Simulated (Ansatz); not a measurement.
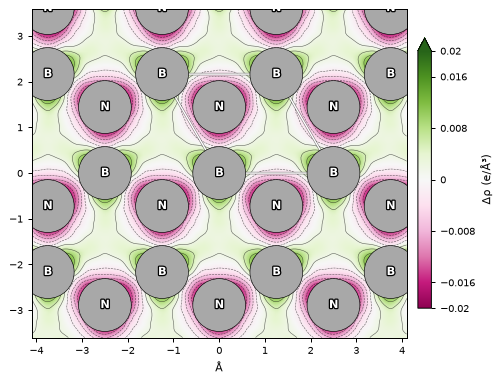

BN. Difference of the valence pseudo-densities of two functionals at the same geometry, on the (001) plane of the calculation cell: one of HSE06 and r2SCANH less the other.

Both computed with Ansatz (plane waves, PAW), on the same k-point mesh. Grey discs cover the atomic cores.

```cif
data_structure
_symmetry_space_group_name_H-M 'P 1'
_symmetry_Int_Tables_number 1
_cell_length_a 2.5008
_cell_length_b 2.5008
_cell_length_c 6.8931
_cell_angle_alpha 90.000
_cell_angle_beta 90.000
_cell_angle_gamma 120.000
_cell_volume 37.34
loop_
_atom_site_label
_atom_site_type_symbol
_atom_site_fract_x
_atom_site_fract_y
_atom_site_fract_z
_atom_site_occupancy
B1 B 0.33333 0.66667 0.25000 1
B2 B 0.66667 0.33333 0.75000 1
N1 N 0.66667 0.33333 0.25000 1
N2 N 0.33333 0.66667 0.75000 1
```

Question: Which was subtracted from which, and what does the map show?

Answer: It is HSE06 less r2SCANH. Against r2SCANH, HSE06 gives a change of −0.008 e/Å³ at the midpoint of B–N.
